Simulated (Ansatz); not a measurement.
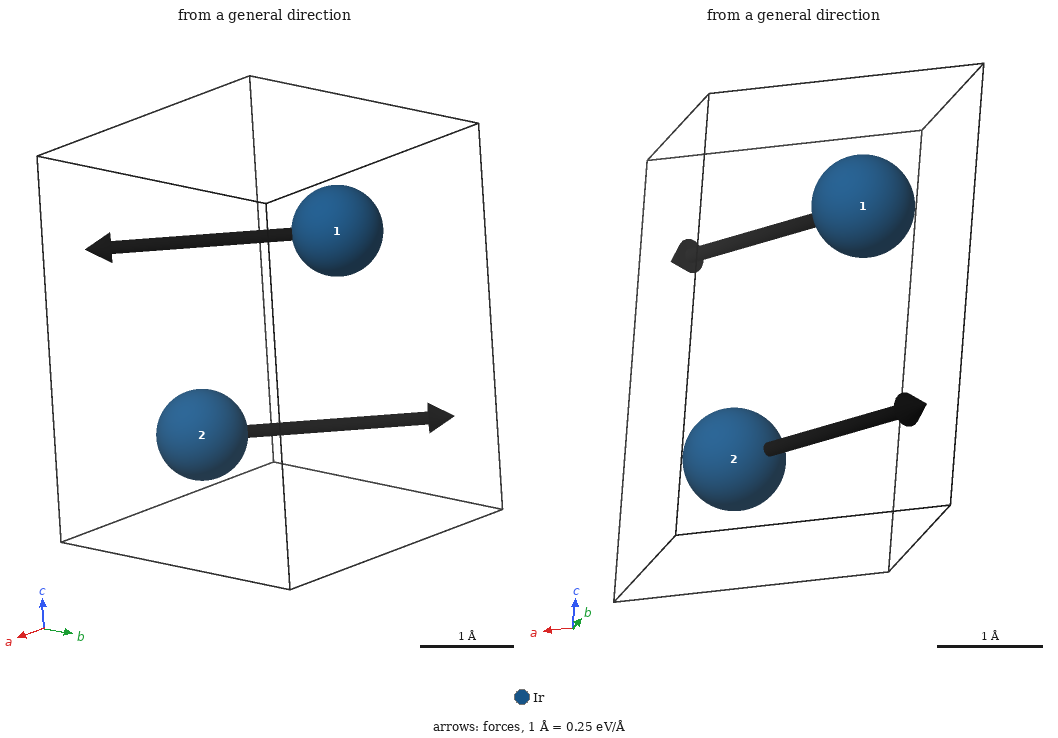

Spheres-only model, viewed from two general directions. Thin lines show the cell (the run's own, in a reduced setting), with boundary atoms drawn in all their periodic places. The arrows are the computed forces on the atoms.

System: Ir. The calculation used DFT r2SCAN, scalar-relativistic, plane waves, PAW (Ansatz), with E_cut = 500 eV, k-points about 0.15 Å⁻¹ apart, Gaussian smearing of 0.15 eV, no spin polarisation.

> Are the forces small enough to call this converged?

No. The atoms still feel forces of up to about 0.57 eV/Å, far above a usual threshold of 0.01 to 0.03 eV/Å.

> Which atom has the biggest force on it?

Ir1 and Ir2, about 0.57 eV/Å.

The model was built from a structure listed in the Materials Project. The cell was then strained or its atoms displaced on purpose. It was run through Ansatz as a DFT input.
